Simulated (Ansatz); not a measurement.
System: Au, space group Fm-3m (No. 225) (one of a set of cubic test structures, which need not be the stable phase).

One of the inputs:
```
crystal:
  lattice:
    - [0.0, 2.07867170841, 2.07867170841]
    - [2.07867170841, 0.0, 2.07867170841]
    - [2.07867170841, 2.07867170841, 0.0]
  atoms:
    - { symbol: Au, position: [0, 0, 0] }
kpoints:
  mp_grid: { grid: [23, 23, 23] }
hamiltonian:
  xc: pbe
  pseudopotentials:
    kind: paw
    azcp:
      Au: "pseudopotentials/pbe/paw/ansatz_paw_generated_hard_1/Au.paw.azcp"
scf:
  occupations: { method: fermi_dirac, width: 0.061225619053 }
  convergence: { dr2_threshold: "1e-9 eV" }
  max_iter: 300
output:
  forces: true
  stress: true
```

Launched with:
```bash
ansatz run input.yaml --threads 1
```

Computed with Ansatz 0.2.0 development build: equation of state of a cubic crystal from periodic Kohn-Sham density functional theory without spin, third-order Birch-Murnaghan fit to the free energies; pressure corrected for the finite basis. Level: PBE, no spin-orbit coupling.

structure type fcc; atoms in cell 1; space group number 225; lattice centring face-centred primitive; k mesh 23×23×23; occupation method Fermi–Dirac; occupation width 0.06123 eV; wave cutoff 700 eV; datasets hard PAW; density tolerance 1e−09 eV; bands 21; density cutoff ratio 4; search for lower states default.

Describe the result: the energy above the lowest point and pressure against volume. The volume takes the values 16.89, 17.24, 17.60, 17.96, 18.32, 18.68, 19.04 Å³/atom.

A third-order Birch–Murnaghan fit gives V0 = 17.96 Å³/atom, B0 = 139 GPa and B′ = 6.1. The energy above the lowest point is 32.4 meV/atom at volume 16.89 Å³/atom and 24.5 meV/atom at 19.04 Å³/atom; the lowest computed point is at volume 17.96 Å³/atom (0.0 meV/atom). The pressure falls from 10.3 GPa at volume 16.89 Å³/atom to −6.8 GPa at 19.04 Å³/atom, and changes sign near 17.96 Å³/atom.

| volume (Å³/atom) | energy above the lowest point (meV/atom) | pressure (GPa) |
| --- | --- | --- |
| 16.89 | 32.4 | 10.3 |
| 17.24 | 13.7 | 6.4 |
| 17.60 | 3.3 | 3.0 |
| 17.96 | 0.0 | 0.0 |
| 18.32 | 3.0 | −2.6 |
| 18.68 | 11.4 | −4.8 |
| 19.04 | 24.5 | −6.8 |

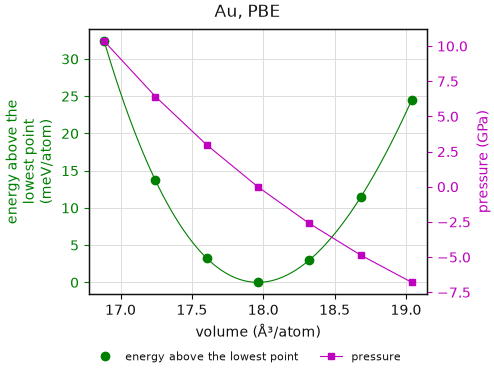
